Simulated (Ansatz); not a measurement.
# Sn17O32 (cell with a defect): what the fields show

The calculation's input:

```
crystal:
  lattice:
    - [4.8265175878, -4.8283675482, -6.4763333621]
    - [4.8265175878, 4.8283675482, 6.4763333621]
    - [-4.8265175878, -4.8283675482, 6.4763333621]
  atoms:
    - { symbol: Sn, position: [0.5, 0.375, 0.375] }
    - { symbol: Sn, position: [0.5, 0.625, 0.625] }
    - { symbol: Sn, position: [0.0, 0.375, 0.875] }
    - { symbol: Sn, position: [0.0, 0.625, 0.125] }
    - { symbol: Sn, position: [0.0, 0.875, 0.375] }
    - { symbol: Sn, position: [0.0, 0.125, 0.625] }
    - { symbol: Sn, position: [0.5, 0.875, 0.875] }
    - { symbol: Sn, position: [0.5, 0.125, 0.125] }
    - { symbol: Sn, position: [0.5, 0.5, 0.0] }
    - { symbol: Sn, position: [0.5, 0.75, 0.25] }
    - { symbol: Sn, position: [0.0, 0.5, 0.5] }
    - { symbol: Sn, position: [0.0, 0.75, 0.75] }
    - { symbol: Sn, position: [0.0, 0.0, 0.0] }
    - { symbol: Sn, position: [0.0, 0.25, 0.25] }
    - { symbol: Sn, position: [0.5, 0.0, 0.5] }
    - { symbol: Sn, position: [0.5, 0.25, 0.75] }
    - { symbol: O, position: [0.4999173094, 0.1532481239, 0.3466691856] }
    - { symbol: O, position: [0.4999173094, 0.4032481239, 0.5966691856] }
    - { symbol: O, position: [0.9999173094, 0.1532481239, 0.8466691856] }
    - { symbol: O, position: [0.9999173094, 0.4032481239, 0.0966691856] }
    - { symbol: O, position: [0.9999173094, 0.6532481239, 0.3466691856] }
    - { symbol: O, position: [0.9999173094, 0.9032481239, 0.5966691856] }
    - { symbol: O, position: [0.4999173094, 0.6532481239, 0.8466691856] }
    - { symbol: O, position: [0.4999173094, 0.9032481239, 0.0966691856] }
    - { symbol: O, position: [0.8065789383, 0.5282481239, 0.5283308144] }
    - { symbol: O, position: [0.8065789383, 0.7782481239, 0.7783308144] }
    - { symbol: O, position: [0.3065789383, 0.5282481239, 0.0283308144] }
    - { symbol: O, position: [0.3065789383, 0.7782481239, 0.2783308144] }
    - { symbol: O, position: [0.3065789383, 0.0282481239, 0.5283308144] }
    - { symbol: O, position: [0.3065789383, 0.2782481239, 0.7783308144] }
    - { symbol: O, position: [0.8065789383, 0.0282481239, 0.0283308144] }
    - { symbol: O, position: [0.8065789383, 0.2782481239, 0.2783308144] }
    - { symbol: O, position: [0.1934210617, 0.2217518761, 0.2216691856] }
    - { symbol: O, position: [0.1934210617, 0.4717518761, 0.4716691856] }
    - { symbol: O, position: [0.6934210617, 0.2217518761, 0.7216691856] }
    - { symbol: O, position: [0.6934210617, 0.4717518761, 0.9716691856] }
    - { symbol: O, position: [0.6934210617, 0.7217518761, 0.2216691856] }
    - { symbol: O, position: [0.6934210617, 0.9717518761, 0.4716691856] }
    - { symbol: O, position: [0.1934210617, 0.7217518761, 0.7216691856] }
    - { symbol: O, position: [0.1934210617, 0.9717518761, 0.9716691856] }
    - { symbol: O, position: [0.5000826906, 0.3467518761, 0.1533308144] }
    - { symbol: O, position: [0.5000826906, 0.5967518761, 0.4033308144] }
    - { symbol: O, position: [8.26906e-05, 0.3467518761, 0.6533308144] }
    - { symbol: O, position: [8.26906e-05, 0.5967518761, 0.9033308144] }
    - { symbol: O, position: [8.26906e-05, 0.8467518761, 0.1533308144] }
    - { symbol: O, position: [8.26906e-05, 0.0967518761, 0.4033308144] }
    - { symbol: O, position: [0.5000826906, 0.8467518761, 0.6533308144] }
    - { symbol: O, position: [0.5000826906, 0.0967518761, 0.9033308144] }
    - { symbol: Sn, position: [0.75, 0.0625, 0.8125] }
  host:
    lattice:
      - [4.8265175878, 0.0, 0.0]
      - [0.0, 4.8283675482, 0.0]
      - [0.0, 0.0, 3.2381666811]
    atoms:
      - { symbol: Sn, position: [0.5, 0.5, 0.5] }
      - { symbol: Sn, position: [0.0, 0.0, 0.0] }
      - { symbol: O, position: [0.3064962477, 0.3066616288, 0.0] }
      - { symbol: O, position: [0.8064962477, 0.1933383712, 0.5] }
      - { symbol: O, position: [0.1935037523, 0.8066616288, 0.5] }
      - { symbol: O, position: [0.6935037523, 0.6933383712, 0.0] }
basis:
  ecutwfc: 420
  xc_grid: 2
kpoints:
  mp_grid: { grid: [2, 2, 2], shift: [0.5, 0.5, 0.5] }
hamiltonian:
  xc: pbe
scf:
  occupations: { method: gaussian, width: 0.01 }
output:
  forces: true
  stress: false
  eigenvalues: true
  charged_corrections:
    defect_position: [0.75, 0.0625, 0.8125]
    epsilon: [[14.0283, 0.0, 0.0], [0.0, 14.0284, 0.0], [0.0, 0.0, 10.8953]]
  write_density: true
  write_potential: true
  elf: true
  volumetric_format: npy
relax:
  adjacent_minimum: "off"
  f_tol: 0.025
  max_steps: 45
```

Command:

```sh
ansatz run input.yaml --threads 4 --pin off --max-ram 10240MiB --backend cpu --events-out ev --progress --plain --runs-dir out
```

The fields are those of the run's last geometry, not of the input's.

These are results of DFT PBE, scalar-relativistic, plane waves, PAW in Ansatz 0.2.0, not measurements.

The density is the valence pseudo-density of a PAW calculation; it isn't the true density close to the nuclei.

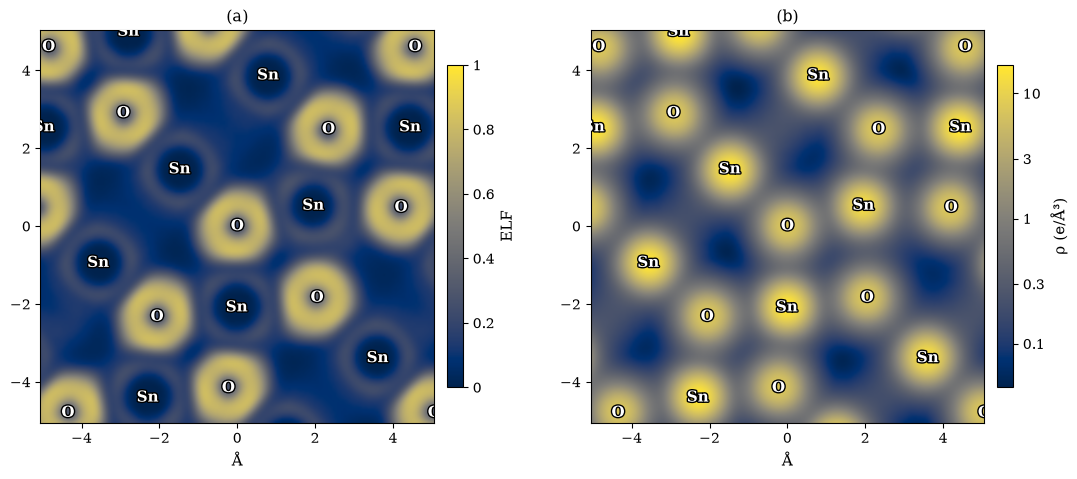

Figure 1. (a) ELF; (b) valence charge density (pseudo) on the (100) plane of the calculation cell.

Read the bonding off the picture.

Answer. The plane passes through Sn and O nuclei.
Sn–O (2.02 Å): the density is about 0.73 e/Å³ at the midpoint; the ELF peaks at about 0.80 in the valence shell of O, 0.6 Å from its nucleus, and is about 0.25 at the midpoint; no shared electron pair shows on this line.
Sn–O (2.06 Å): the density is about 0.66 e/Å³ at the midpoint; the ELF peaks at about 0.80 in the valence shell of O, 0.6 Å from its nucleus, and is about 0.25 at the midpoint: no shared electron pair shows on this line.
Sn–O (2.08 Å): the density is about 0.63 e/Å³ at the midpoint; the ELF peaks at about 0.80 in the valence shell of O, 0.6 Å from its nucleus, and is about 0.25 at the midpoint (no localised pair shows between them).
Sn–O (2.20 Å): the density is about 0.49 e/Å³ at the midpoint; the ELF peaks at about 0.80 in the valence shell of O, 0.6 Å from its nucleus, and is about 0.20 at the midpoint; no localised pair shows between them.
Sn–O (2.26 Å): the density is about 0.44 e/Å³ at the midpoint; the ELF peaks at about 0.80 in the valence shell of O, 0.6 Å from its nucleus, and is about 0.20 at the midpoint: no localised pair shows between them.
Between the atoms the lowest density in this plane is 0.04 e/Å³.

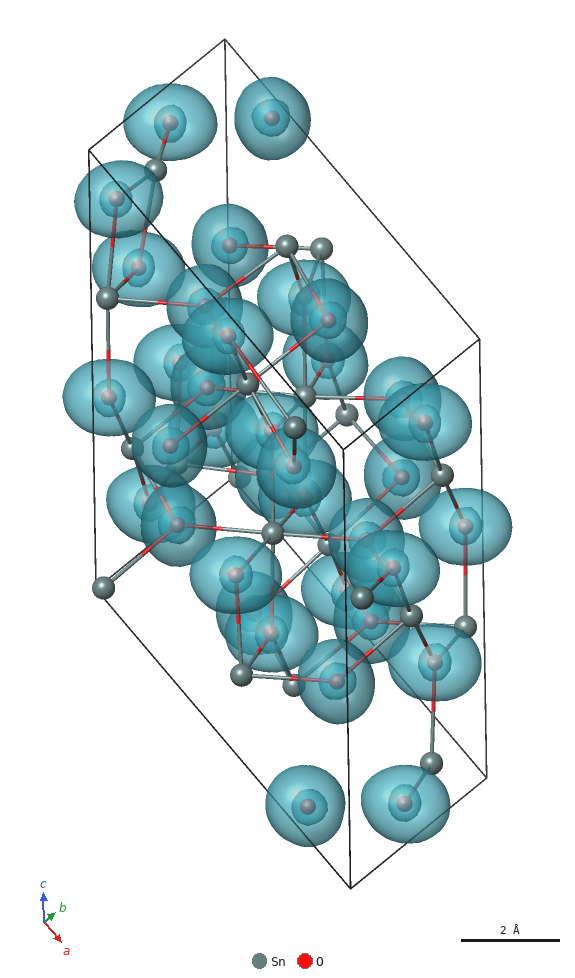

Figure 2. Isosurface of the ELF at 0.7 (cyan), seen slightly off an axis. Core shells and regions of very low density are left out. Sticks mark near contacts.

What do the ELF domains correspond to?

Answer. At this value the surface marks out 32 regions wrapped around O (the valence shell of each), counted in one cell of 49 atoms. Regions shared between cells count once.


Sn–O (2.00 Å): the ELF peaks at about 0.80 in the valence shell of O, 0.6 Å from its nucleus, and is about 0.25 at the midpoint (no localised pair shows between them). Sn–Sn (2.81 Å): the ELF is about 0.35 at the midpoint (no shared electron pair shows on this line).

Does the calculation give a band gap?

Answer. It is gapped, with a Kohn–Sham gap of 0.36 eV on the k-point mesh (the band edges may lie off the mesh, which would make the gap smaller).
